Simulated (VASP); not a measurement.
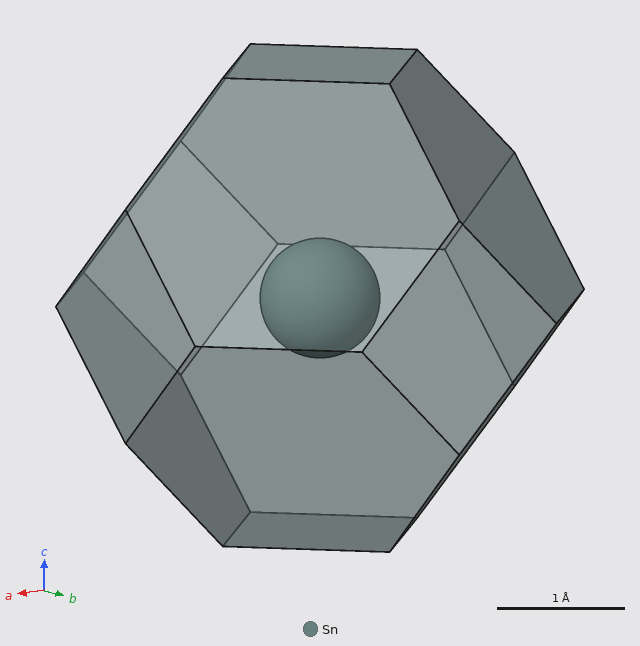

Voronoi cell (the region closer to this atom than to any other), computed from the atomic positions without radii. Central atom: Sn (2a) in Sn; faces take the colour of the neighbour behind them. Origin: the end point of a relaxation with VASP, VASP Kohn-Sham DFT of a periodic cell, r2SCAN, VASP PAW PBE potentials, recommended.

Sn, space group Im-3m (No. 229), a = 3.770 Å, b = 3.770 Å, c = 3.770 Å, α = 90.00°, β = 90.00°, γ = 90.00°

```csv
site,Wyckoff,x,y,z
Sn,2a,0.0000,0.0000,0.0000
```

Q: What is the volume of this Voronoi cell?

A: 26.8 Å³, equal to the mean volume per atom.

Q: Which neighbours share a face with the central atom?

A: 14 Sn (100 % of the solid angle).
